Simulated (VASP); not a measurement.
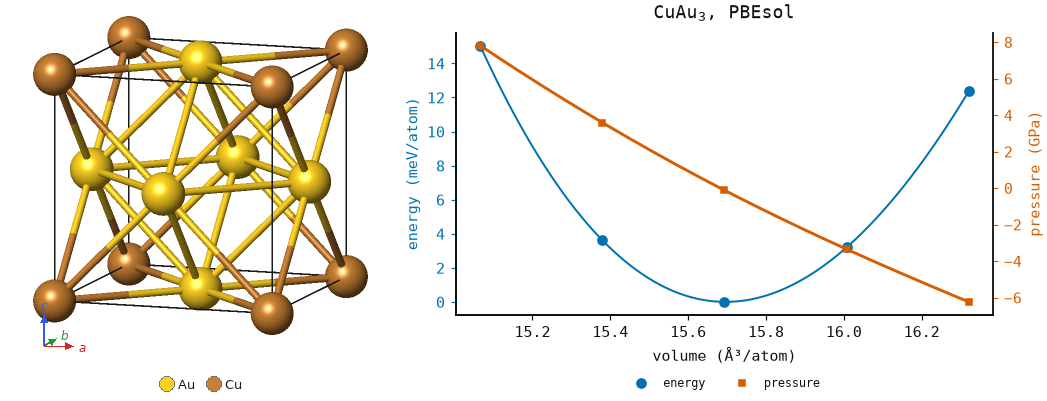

Method: plane-wave DFT, no spin polarisation; energies at scaled volumes of the given cell, shape and fractions fixed, counted from the fit's minimum, third-order Birch-Murnaghan fit (VASP 6.6.1). Level: PBEsol.

- k mesh: 6×6×6
- occupations: Fermi–Dirac
- smearing width: 0.05 eV
- potentials: VASP PAW PBE potentials, recommended
- wave cutoff: 520 eV

Cell as given: a = 3.974 Å, b = 3.974 Å, c = 3.974 Å, α = 90.00°, β = 90.00°, γ = 90.00°; 4 atoms.

Energy and pressure against volume for CuAu₃, space group Pm-3m (No. 221). The conventional cell is drawn beside the plot.

A third-order Birch–Murnaghan fit gives V0 = 15.70 Å³/atom, B0 = 174 GPa and B′ = 5.7. The energy is 15.05 meV/atom at volume 15.07 Å³/atom and 12.36 meV/atom at 16.32 Å³/atom; the lowest computed point is at volume 15.69 Å³/atom (0.00 meV/atom). The pressure falls from 7.81 GPa at volume 15.07 Å³/atom to −6.24 GPa at 16.32 Å³/atom, and changes sign near 15.68 Å³/atom.

Keep in mind: spin-orbit coupling left out, heavy elements.
